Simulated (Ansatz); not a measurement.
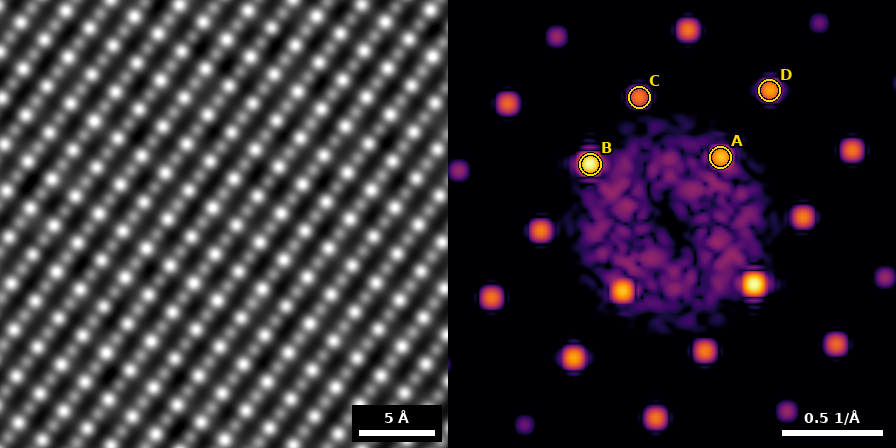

Integrated-DPC-like image of a crystal. Simulated as the projected potential of neutral atoms (B = 0.5 Å²) blurred by a 0.61 Å probe, the thin-sample limit of integrated differential phase contrast. The display is stretched by a gamma of 0.8; percentages refer to the linear signal. The speckle of an amorphous layer was added.

The right panel is the modulus of the image's Fourier transform on a logarithmic scale.

Q: Which lattice spacings do the marked spots stand for, and what angle do A and B enclose?

A: 2.4 Å, B: 2.0 Å, C: 1.5 Å, D: 1.2 Å; A and B enclose about 90°.

The crystal is Co (P6/mmm, No. 191) along [210]; the spots are (001), (1 -2 0), (1 -2 1) and (002). Structure used: the end point of a relaxation with Ansatz 0.2.0, DFT, revPBE, plane waves (420 eV) with PAW, scalar-relativistic; the starting structure was generated, so it need not be a known form of this composition.
